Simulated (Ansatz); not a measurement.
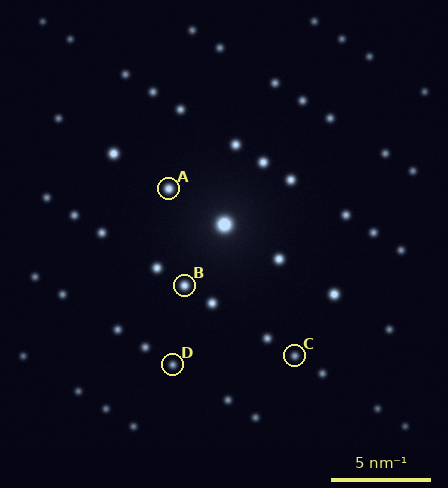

The pattern is a kinematic simulation for 200 kV electrons (no multiple scattering; isotropic B = 0.5 Å²). The zone axis points towards the electron source and the pattern is seen from the source side.

Lu, space group Pm-3n (No. 223), a = 5.997 Å. Structure: the end point of a relaxation with Ansatz, DFT, LDA (PW92), plane waves (420 eV) with PAW, scalar-relativistic; the starting structure was generated, so it need not be a known form of this composition.

| atom | site | symmetry | x | y | z |
| --- | --- | --- | --- | --- | --- |
| Lu | 2a | m-3. | 0.0000 | 0.0000 | 0.0000 |
| Lu | 6c | -4m.2 | 0.2500 | 0.0000 | 0.5000 |

Spot A is indexed 0 0 -2 and spot B -1 2 0.

Give hkl for C, D.

C = −2A + B = -1 2 4 (d = 1.309 Å). D = −(1/2)A + 2B = -2 4 1 (d = 1.309 Å).

Which zone axis is this?

The cross product of A and B is parallel to [210]; every spot obeys hu + kv + lw = 0.

What are the spacings of A and B and the angle between them?

d(A) = 2.998 Å, d(B) = 2.682 Å, and the angle is 90.0°.
